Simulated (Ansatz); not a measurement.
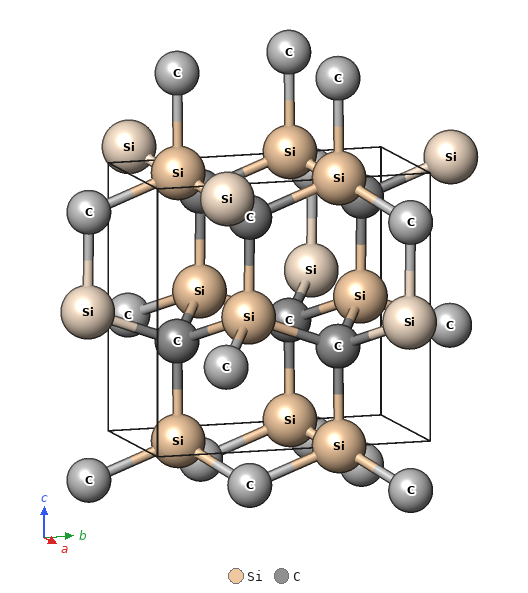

Shown here is a ball-and-stick view of the crystal, taken slightly off an axis. Atoms at the boundary of the conventional unit cell (the box) are drawn once for each face, edge or corner they touch. Every bond is drawn to its end, so some atoms lie outside the box, in fainter colours.

SiC, space group Cmc2_1 (No. 36), a = 2.898 Å, b = 5.327 Å, c = 5.048 Å, α = 90.00°, β = 90.00°, γ = 90.00°. The structure was taken from a structure listed in the Materials Project. The cell was then strained or its atoms displaced on purpose. It went into a calculation with Ansatz.

This one geometry was computed with Ansatz (DFT, plane waves, PAW) at three levels of theory: PBE, r2SCAN and HSE06. It was relaxed with r2SCAN and then strained.

> Which level gives the highest pressure at this volume, and what does that say about its equilibrium volume?

Highest: PBE (18.8 GPa), which points to the largest equilibrium volume. Lowest, with the smallest volume: HSE06 (14.2 GPa). Levels within 0.5 GPa of each other can't be told apart.

> How does the band gap change with the level of theory?

PBE: a gap of 1.57 eV, indirect; r2SCAN: a gap of 1.95 eV, indirect; HSE06: a gap of 2.46 eV, indirect.

> Collect the results in a table.

| level | cutoff (eV) | k-mesh of the run's cell | gap (eV) | pressure (GPa) |
| --- | --- | --- | --- | --- |
| PBE | 420 | 12×12×6 | 1.57 | 18.8 |
| r2SCAN | 500 | 12×12×6 | 1.95 | 15.4 |
| HSE06 | 420 | 6×6×4 | 2.46 | 14.2 |

Gaps are taken on the k-mesh or band path of each run.
